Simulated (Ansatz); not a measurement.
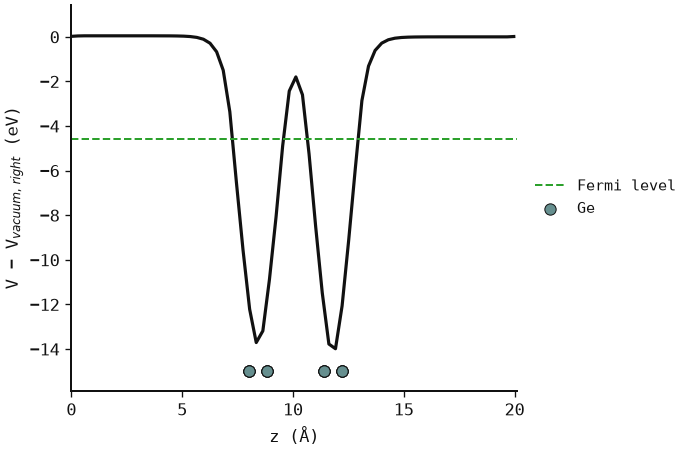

Plane-averaged electrostatic potential energy of an electron across the slab; circles at the bottom mark the heights of the atoms (positions after relaxation).

This input was run:

```
crystal:
  lattice:
    - [8.0601468051, 0.0, 0.0]
    - [-4.0300734025, 6.9802918914, 0.0]
    - [0.0, 0.0, 20.1131764426]
  atoms:
    - { symbol: Ge, position: [0.6666666667, 0.3333333333, 0.397749208] }
    - { symbol: Ge, position: [0.6666666667, 0.8333333333, 0.397749208] }
    - { symbol: Ge, position: [0.1666666667, 0.3333333333, 0.397749208] }
    - { symbol: Ge, position: [0.1666666667, 0.8333333333, 0.397749208] }
    - { symbol: Ge, position: [0.5, 0.5, 0.4386495248] }
    - { symbol: Ge, position: [0.5, 0.0, 0.4386495248] }
    - { symbol: Ge, position: [0.0, 0.5, 0.4386495248] }
    - { symbol: Ge, position: [0.0, 0.0, 0.4386495248] }
    - { symbol: Ge, position: [0.0, 0.5, 0.5613504752] }
    - { symbol: Ge, position: [0.0, 0.0, 0.5613504752] }
    - { symbol: Ge, position: [0.5, 0.5, 0.5613504752] }
    - { symbol: Ge, position: [0.5, 0.0, 0.5613504752] }
    - { symbol: Ge, position: [0.8333333333, 0.6666666667, 0.602250792] }
    - { symbol: Ge, position: [0.8333333333, 0.1666666667, 0.602250792] }
    - { symbol: Ge, position: [0.3333333333, 0.6666666667, 0.602250792] }
    - { symbol: Ge, position: [0.3333333333, 0.1666666667, 0.602250792] }
basis:
  ecutwfc: 420
kpoints:
  mp_grid: { grid: [3, 3, 1] }
hamiltonian:
  xc: pbe
  dispersion: d3bj
scf:
  occupations: { method: gaussian, width: 0.1 }
output:
  forces: true
  eigenvalues: true
  write_density: true
  write_potential: true
  elf: true
  volumetric_format: npy
relax:
  adjacent_minimum: "off"
  f_tol: 0.03
  max_steps: 70
  constraints: [{ sites: [0, 1, 2, 3, 4, 5, 6, 7] }]
efield:
  axis: 3
  dipole_correction: true
  ramp_width: 0.04
```

Command:
```bash
ansatz run input.yaml --threads 4 --pin off --max-ram 10240MiB --backend cpu --events-out ev --progress --plain --runs-dir out
```

Question: Read off the work function of each face.

Answer: The work function is 4.56 eV, the same on both faces. The two vacuum levels agree, so the slab has no net dipole along its normal.

Question: How thick are slab and vacuum?

Answer: The outermost atoms are 4.2 Å apart, which leaves 15.9 Å of vacuum in a cell 20.1 Å high.
